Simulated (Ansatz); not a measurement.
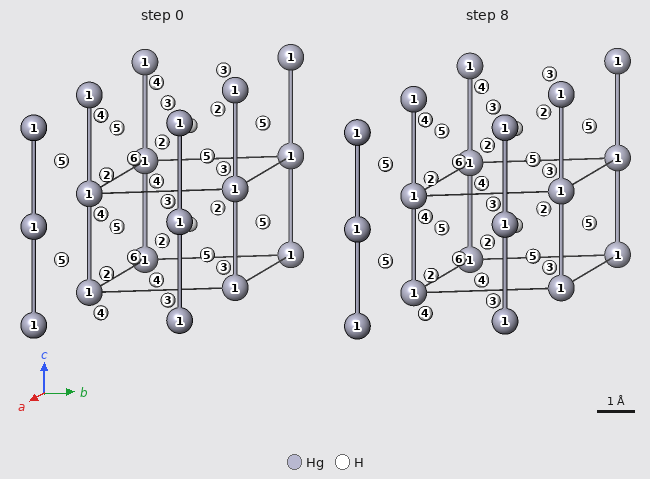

The structure of solid HgH5 (a generated structure, set up in P6/mmm) before (left) and after (right) a relaxation, at one scale.

The picture is a ball-and-stick view of the cell of the calculation, repeated 2 × 1 × 2 with one cell outlined, seen slightly off an axis.

Computed with DFT PBE, scalar-relativistic, plane waves, PAW (Ansatz 0.2.0).

The input:
```yaml
crystal:
  lattice:
    - [4.0858701984, 0.0, 0.0]
    - [-2.0429350992, 3.5384673884, 0.0]
    - [0.0, 0.0, 2.8241726983]
  atoms:
    - { symbol: Hg, position: [0.0, 0.0, 0.0] }
    - { symbol: H, position: [0.0, 0.5, 0.5] }
    - { symbol: H, position: [0.3333333333, 0.6666666667, 0.0] }
    - { symbol: H, position: [0.6666666667, 0.3333333333, 0.0] }
    - { symbol: H, position: [0.5, 0.0, 0.5] }
    - { symbol: H, position: [0.5, 0.5, 0.5] }
basis:
  ecutwfc: 420
kpoints:
  mp_grid: { grid: [12, 12, 14] }
hamiltonian:
  xc: pbe
scf:
  occupations: { method: gaussian, width: 0.1 }
output:
  forces: true
  stress: true
  eigenvalues: true
  write_density: true
  write_potential: true
  elf: true
  volumetric_format: npy
relax:
  adjacent_minimum: "off"
  f_tol: 0.01
  max_steps: 80
  cell: { stress_tol: 0.05 }
```

Launched with:
```bash
ansatz run input.yaml --threads 1 --pin off --max-ram 2048MiB --backend cpu --events-out ev --progress --plain --runs-dir out
```

Q: Summarise the run.

A: No atom moves by more than 0.005 Å relative to the cell. Cell: a = b 4.086 → 4.136 Å (+1.2 %), c 2.824 → 2.769 Å (−2.0 %). Volume +0.5 %. Among the contacts that change: Hg1–Hg1 2.824 → 2.769 Å. The space group stays P6/mmm (No. 191). After 4 accepted moves (8 points after the start) the energy has fallen by 0.9 meV per atom. All forces vanish by symmetry, so only the cell relaxes. The pressure goes from −0.09 to 0.01 GPa. The line search rejected the trial steps at points 2, 3, 5 of the run. At 1 point the geometry stayed and the basis and grid were re-selected for the new cell (energy shift of 0.1 meV per atom at most each time). The run took 55 s on 1 thread of Arm Neoverse V1, with other jobs on the host, peak memory 0.39 GiB.
